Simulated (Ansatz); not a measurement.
System: Cs₂AgBiBr₆, space group Fm-3m (No. 225), 10 atoms in the cell.

```
Cs Ag Bi Br
1.0
     0.00000    5.67280    5.67280
     5.67280    0.00000    5.67280
     5.67280    5.67280    0.00000
Cs Ag Bi Br
2 1 1 6
Cartesian
  2.8364 2.8364 2.8364
  8.5092 8.5092 8.5092
  5.6728 5.6728 5.6728
  0.0000 0.0000 0.0000
  5.6728 2.8571 5.6728
  8.4885 5.6728 5.6728
  5.6728 8.4885 5.6728
  2.8571 5.6728 5.6728
  5.6728 5.6728 2.8571
  5.6728 5.6728 8.4885
```

Level of theory: DFT, r2SCAN, plane waves, PAW, no spin polarisation, 4×4×4 k mesh; code Ansatz.

What will the density of states look like?

There is a gap; over the k points computed it is 1.67 eV (indirect; the smallest direct gap is 2.70 eV). The upper group of valence states starts about 4.8 eV under the valence-band top, with a gap beneath it; it holds about 46 electrons a cell.

Spin-orbit coupling is left out, which matters for Bi.

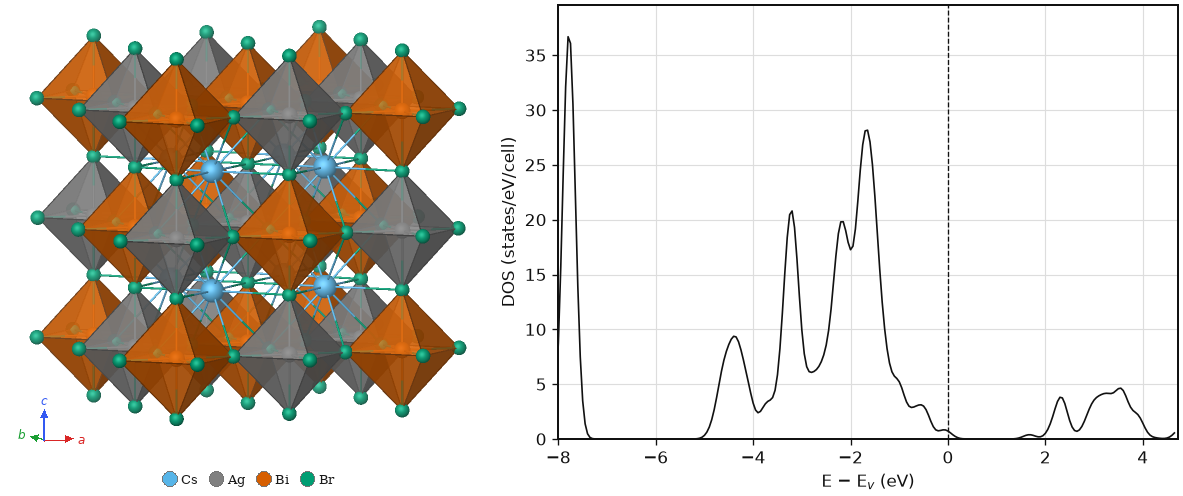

Density of states, beside the structure. Energies are counted from the top of the valence band. The curve is built from the levels of the k mesh with Gaussians 0.3 eV wide, which also blur the band edges.
